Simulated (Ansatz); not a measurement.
InP, space group F-43m (No. 216), a = 5.960 Å, b = 5.960 Å, c = 5.960 Å, α = 90.00°, β = 90.00°, γ = 90.00°

```
site  Wyckoff       x       y       z
  In       4a  0.0000  0.0000  0.0000
   P       4c  0.2500  0.2500  0.2500
```

Origin: coordinates from a relaxation with DFT PBE, scalar-relativistic, plane waves, PAW in Ansatz 0.2.0.

Describe the coordination of In.

InP4: an essentially ideal tetrahedron (coordination number 4, S = 0.00; next best see-saw, S = 9.8). Bonds: 4 × In–P 2.58 Å. The next neighbour, not counted, lies at 4.21 Å.

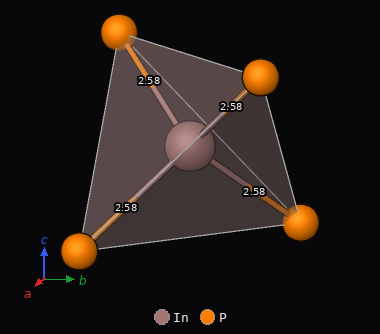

The polyhedron about In. Shape measures S are computed against regular polyhedra or, for capped shapes, the nearer of the equal-edge and equal-bond forms.
